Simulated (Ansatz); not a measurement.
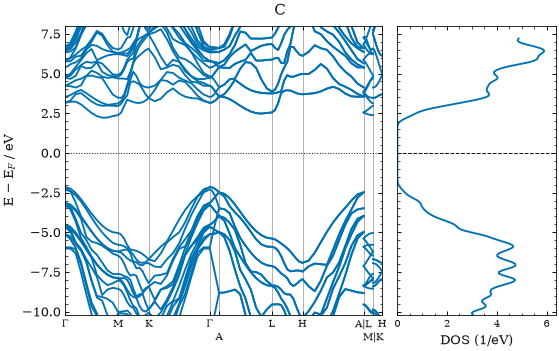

Band structure and density of states of C, space group P6_3/mmc (No. 194), 12 atoms in the cell (a = 2.522 Å, c = 12.356 Å (hexagonal axes)). Level of theory: PBE, Ansatz PAW, no spin polarisation, no spin-orbit coupling, 12×12×3 k mesh, 420 eV cutoff; code Ansatz 0.2.0. Energies are counted from the Fermi level. The DOS curve is built from the levels of the k mesh with Gaussians 0.55 eV wide, which also blur the band edges; ripples of that width can come from the mesh.

The material is gapped. The gap along this path is 4.37 eV and indirect, from the valence-band top at Γ to the conduction-band bottom between Γ and M; the smallest direct gap is 5.31 eV, at Γ. Two bands meet at the valence-band top at Γ: it is doubly degenerate (spin aside). The next level lies only 0.15 eV lower. The top valence band spans 4.8 eV and the lowest conduction band 1.9 eV. The direct gaps are 6.03 eV at A, 10.61 eV at H and 5.31 eV at Γ.

LDA, GGA and most meta-GGA functionals understate gaps. This is a hexagonal form of diamond, not graphite.
